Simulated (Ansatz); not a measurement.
Here is a crystal structure:

Space group P6_322 (No. 182). a = 4.733 Å, b = 4.733 Å, c = 8.542 Å, α = 90.00°, β = 90.00°, γ = 120.00°
```json
{"atom": "Si", "site": "4f", "symmetry": "3..", "x": "0.6667", "y": "0.3333", "z": "0.9365"}
{"atom": "O", "site": "6g", "symmetry": ".2.", "x": "0.0000", "y": "0.3583", "z": "0.0000"}
{"atom": "O", "site": "2c", "symmetry": "3.2", "x": "0.6667", "y": "0.3333", "z": "0.7500"}
```

**Characterise the structure given above.**

The formula is SiO$_{2}$. The atoms follow space group P6_322 (No. 182); the Bravais lattice is primitive hexagonal. With Z = 4, the cell contains 4 Si, 8 O. The Si atoms are each bonded to four O in a tetrahedral arrangement at 1.59 to 1.62 Å. About every O there are two Si at 1.59 to 1.62 Å. The bonds build a three-dimensional framework.

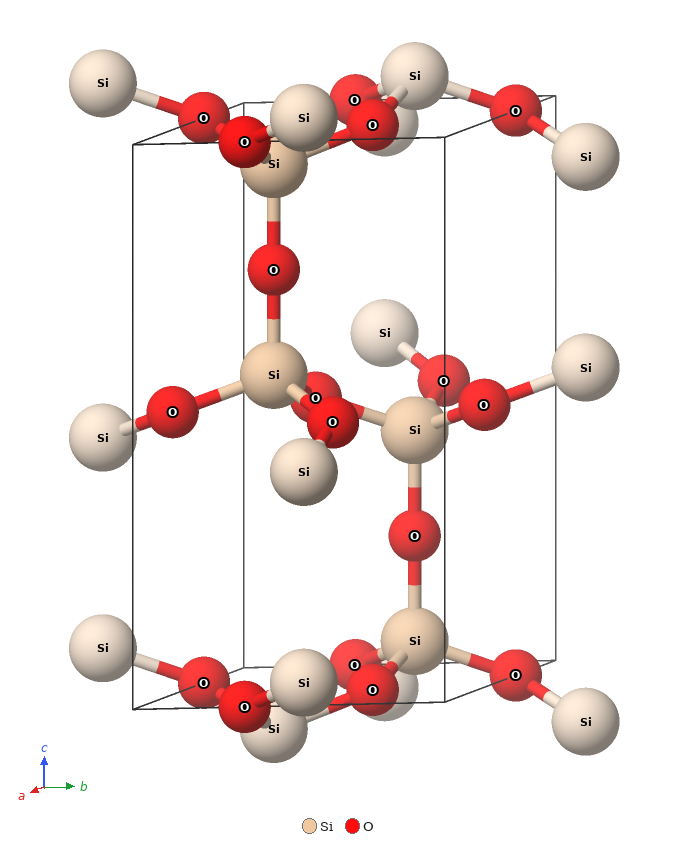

Drawn in the ball-and-stick manner and seen slightly off an axis. The box is the conventional unit cell; atoms on or close to its faces, edges and corners are drawn wherever they repeat. Bonded neighbours in the next cells are drawn too, in fainter colours. Colours: silicon light orange, oxygen red.

The model was built from a structure listed in the Materials Project. It was relaxed with DFT PBE, scalar-relativistic, plane waves, PAW in Ansatz under a constraint or pressure on the cell, so some stress remains.

At this level of theory the run's own cell isn't at rest (compressed, at 8 GPa), so its distances can differ from those at equilibrium, the more so the softer the solid.
